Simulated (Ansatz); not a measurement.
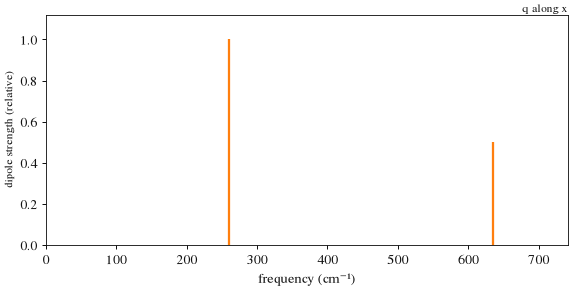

Method: optical phonons of an insulator on the approach to the zone centre along x, y and z with the field of polar modes, imaginary frequencies are negative, field response on a mesh refined by the program; plane waves with PAW datasets (Ansatz 0.2.0). Level: PBE, no spin polarisation.

wave cutoff 420 eV; k mesh 8×8×8; occupations fixed; pressure 12 GPa.

Starting cell:
```cif
data_structure
_symmetry_space_group_name_H-M 'P 1'
_symmetry_Int_Tables_number 1
_cell_length_a 3.5515
_cell_length_b 3.5515
_cell_length_c 3.5515
_cell_angle_alpha 60.000
_cell_angle_beta 60.000
_cell_angle_gamma 60.000
_cell_volume 31.68
loop_
_atom_site_label
_atom_site_type_symbol
_atom_site_fract_x
_atom_site_fract_y
_atom_site_fract_z
_atom_site_occupancy
Hf1 Hf 0.00000 0.00000 0.00000 1
O1 O 0.25000 0.25000 0.25000 1
O2 O 0.75000 0.75000 0.75000 1
```

Figure. Polar optical modes, transverse and longitudinal, approaching the zone centre along x for HfO₂, space group Fm-3m (No. 225). The spectrum is scaled to its strongest line.

The transverse (TO, twofold) lines lie at 260.8 and the longitudinal (LO) ones at 635.0 cm⁻¹, the same along x, y and z by the cubic symmetry.
